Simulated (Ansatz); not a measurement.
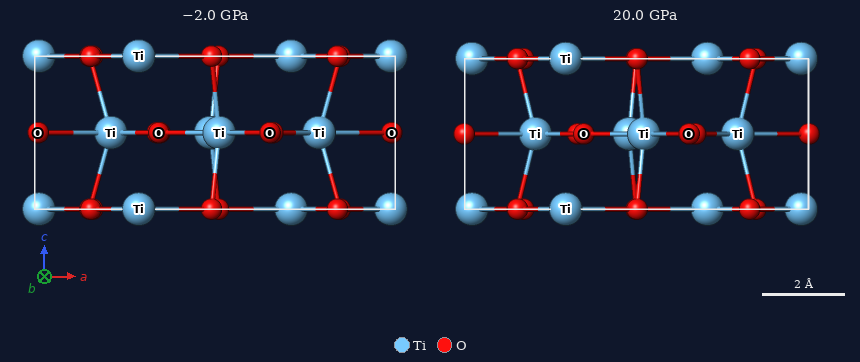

Crystalline TiO₂ (set up in I4/m), relaxed (cell and atoms) at several target pressures. The picture shows the first and the last member. A ball-and-stick model of the conventional cell (2 times the calculation's cell), seen along the b axis. Lengths and directions refer to the drawn axes.

Computed with Ansatz 0.2.0: DFT PBE, scalar-relativistic, plane waves, PAW. Settings: plane-wave cutoff 420 eV; k-point mesh 8 × 8 × 8; occupations gaussian; smearing width 0.02 eV; no spin polarisation; cell and atoms relaxed; force threshold 0.008 eV/Å.

```json
{"pressure (GPa)": "−2.0", "volume (Å³/atom)": "12.346", "a (Å)": "8.873", "c (Å)": "3.764", "band gap (eV)": "2.12"}
{"pressure (GPa)": "0.0", "volume (Å³/atom)": "12.174", "a (Å)": "8.809", "c (Å)": "3.765", "band gap (eV)": "2.01"}
{"pressure (GPa)": "2.0", "volume (Å³/atom)": "12.024", "a (Å)": "8.757", "c (Å)": "3.763", "band gap (eV)": "1.92"}
{"pressure (GPa)": "5.0", "volume (Å³/atom)": "11.825", "a (Å)": "8.691", "c (Å)": "3.758", "band gap (eV)": "1.82"}
{"pressure (GPa)": "10.0", "volume (Å³/atom)": "?", "a (Å)": "?", "c (Å)": "?", "band gap (eV)": "?"}
{"pressure (GPa)": "20.0", "volume (Å³/atom)": "11.041", "a (Å)": "8.459", "c (Å)": "3.703", "band gap (eV)": "1.98"}
```

> One row is withheld. What does the calculation give there?

Murnaghan's form V = V₀(1 + B′P/B₀)^(−1/B′), with V₀ = 12.174 Å³ from the row at zero pressure, fits the other rows with B₀ = 155 GPa and B′ = 5.43 (largest miss 0.008 Å³). At 10.0 GPa it gives 12.174 × (1 + 5.43 × 10.0/155)^(−1/5.43) = 11.519 Å³ per atom. The calculation gives 11.537 Å³/atom (a = 8.603 Å, c = 3.741 Å). The estimate is 0.018 Å³/atom too low. For the gap a parabola through the rows 0.0, 2.0, 5.0 gives 1.75 eV, and the calculation 1.78 eV (semilocal gaps, lower than measured ones as a rule). From the first member to the last: O–Ti 2.446 → 2.272 Å, Ti–Ti 3.255 → 3.091 Å, O–Ti 2.182 → 2.078 Å.

The whole series:

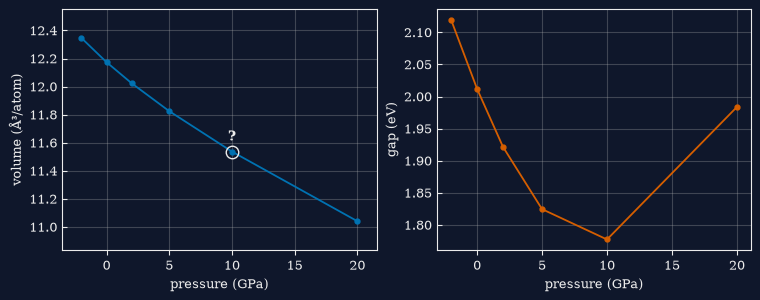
